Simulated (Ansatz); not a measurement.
## GaN: an electron-density study

Space group F-43m; the calculation finds a residual pressure of about 5 GPa at this fixed cell. This isn't the usual form at ambient conditions. The cell comes from a database of computed structures, not from a measurement.

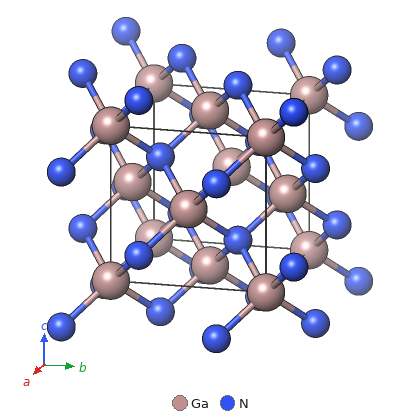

The conventional cell.

Input

```
crystal:
  lattice:
    - [0.0, 2.2535006075, 2.2535006075]
    - [2.2535006075, 0.0, 2.2535006075]
    - [2.2535006075, 2.2535006075, 0.0]
  atoms:
    - { symbol: Ga, position: [0.0, 0.0, 0.0] }
    - { symbol: "N", position: [0.75, 0.75, 0.75] }
basis:
  ecutwfc: 500
  fft_grid_basis: typed
kpoints:
  mp_grid: { grid: [12, 12, 12] }
hamiltonian:
  xc: pbe
  pseudopotentials: { kind: paw }
scf:
  occupations: { method: gaussian, width: 0.05 }
output:
  forces: true
  stress: true
  eigenvalues: true
  bader: true
  write_density: true
  volumetric_format: npy
  elf: true
```

Launched as:

```sh
ansatz run input.yaml --threads 2 --pin off --max-ram 4096MiB --backend cpu --events-out ev --progress --plain --runs-dir out
```

The picture shows the conventional cell (a = 4.51 Å, b = 4.51 Å, c = 4.51 Å, α = 90.00°, β = 90.00°, γ = 90.00°).

These are results of Ansatz 0.2.0, DFT PBE, scalar-relativistic, plane waves, PAW, not measurements.

Core electrons are frozen (PAW), so the maps are meaningful between the atoms, not at the nuclei.

Part 1: Bonding charge

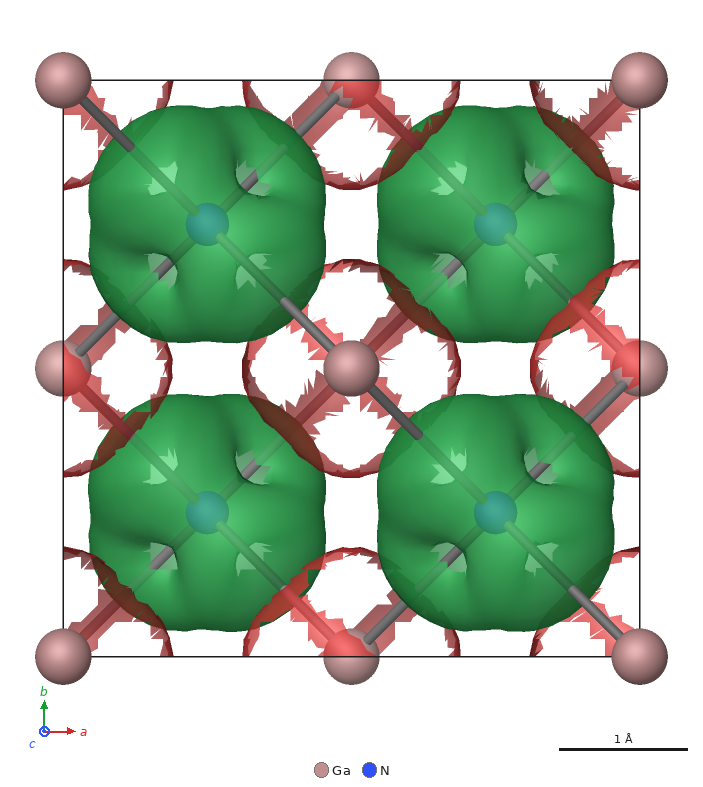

Bonding charge density, ρ(crystal) − Σ ρ(neutral atoms): green surfaces at +0.08 and red ones at −0.08 e/Å³, in the conventional cell seen along the c axis (the regions close to the nuclei are left out). Cores are masked to 0.8 Å (Ga) and 0.6 Å (N).

Read the map: where is density gained and where lost?

Ga–N (1.95 Å): Δρ is +0.13 e/Å³ at the midpoint (close to a masked core, so read it with care).
- Over the whole cell, outside the masked cores, the largest gain lies at the edge of the masked core of N, and the largest loss lies at the edge of the masked core of Ga.
- In all about 0.31 e an atom is rearranged against the free atoms.
- Bader charges: Ga +1.56 and N −1.56 e.

Part 2: States by energy

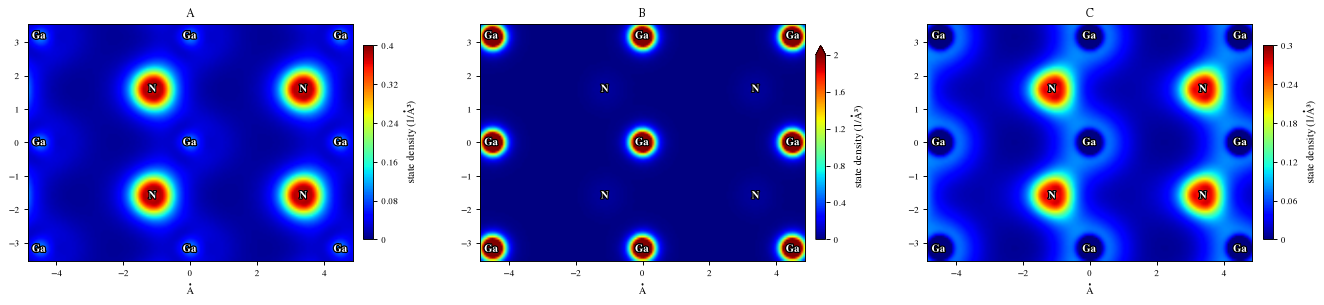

GaN: densities of the states in three energy windows, on the (011) plane of the conventional cell.

The windows, about the valence-band maximum, are −13.5 to −11.2 eV, −7.0 to −4.7 eV and −4.7 to −2.3 eV. Which panel shows which?

Panel A: −4.7 to −2.3 eV, the middle third of the upper valence band, mainly N 2p (65 %) and Ga 4p (20 %).
Panel B: −13.5 to −11.2 eV, a separate group of bands, mainly Ga 3d (90 %).
Panel C: −7.0 to −4.7 eV, the lower third of the upper valence band, mainly N 2p (55 %), Ga 4s (30 %) and Ga 4p (10 %).
The characters are Löwdin shares on a minimal set of atomic orbitals.

Part 3: Holes and electrons

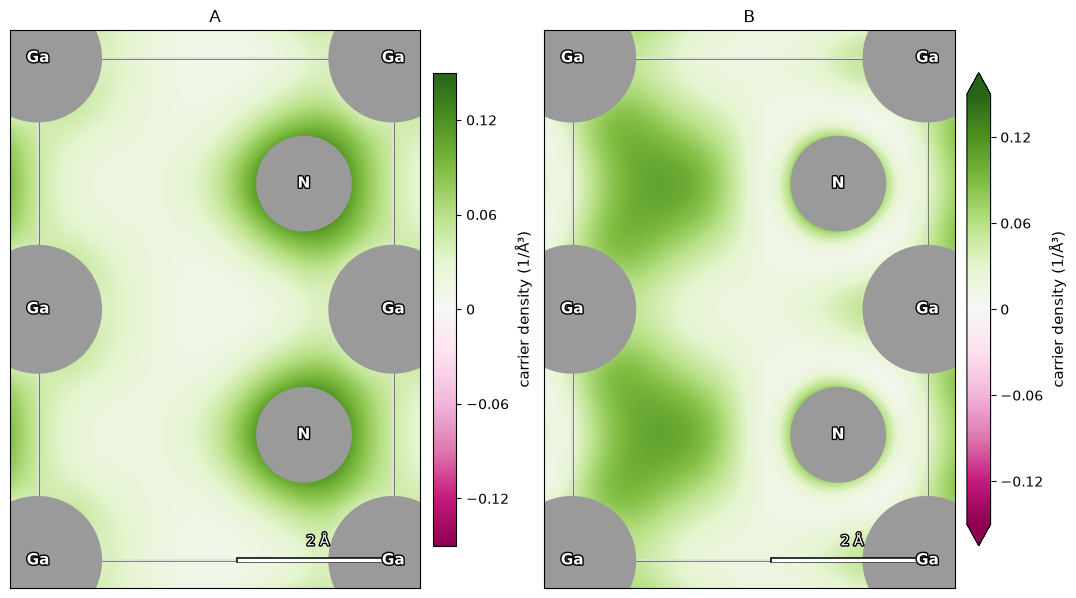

GaN, doped once with holes and once with electrons (0.1 e in the calculation's cell of 2 atoms, uniform background, atoms fixed). Each panel shows the carrier's density (positive where it sits) on the (011) plane of the conventional cell; grey discs cover the cores. Cores are masked to 0.8 Å (Ga) and 0.6 Å (N).

Tell the hole from the electron.

A is the hole: outside the cores it is densest at the edge of the masked core of N; it divides as N about 70 % and Ga about 30 %. B is the electron: outside the cores it is densest 1.9 Å from a gallium nucleus and 2.1 Å from a nitrogen one; it divides as N about 55 % and Ga about 45 %. Shares are sums over atomic cells sized by the Bader volumes, which fill 40 % (Ga) and 60 % (N) of the cell, so only an excess over these marks a preference; they are shares of the net change, screening included, and the band-edge orbitals themselves can be more concentrated.

Part 4: Change of volume

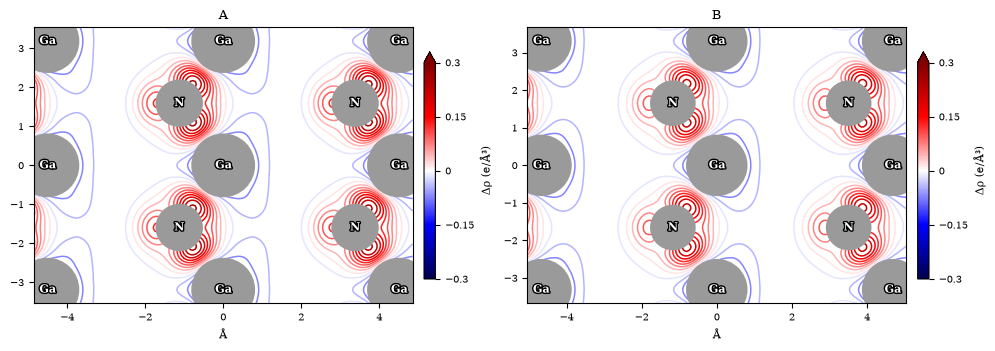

GaN: deformation density on the (011) plane of the conventional cell at two volumes, with the same fractional coordinates and one colour scale. Grey discs cover the cores.

Which panel is the larger cell, by how much, and what changes?

B is the larger cell: B has 112 % of the volume of A.
- The pressure is 5 GPa in A and −12 GPa in B.
- Bader charges in A: Ga +1.56 and N −1.56 e; in B: Ga +1.51 and N −1.51 e.
- The rearranged charge is 0.31 e an atom in A and 0.31 e in B.

Part 5: Putting it together

Charge passes from Ga (Pauling electronegativity 1.81) to N (3.04), the direction that the scale predicts; the Bader charges fall short of whole formal charges, as they usually do. The hole favours N (70 % of it on 60 % of the volume), in line with the top of the valence band, which is mainly N 2p. A carrier enters the states at the band edge, and screening then spreads part of it over the cell. The two pressures give a mean stiffness −ΔP/Δln V of about 152 GPa over this range, with the atoms held at their fractional positions.

Run times: 11 s (base cell), 1.6 s (state densities), 10 s (hole), 11 s (electron) and 11 s (scaled cell), on 2 threads of Arm Neoverse V1 (shared host).
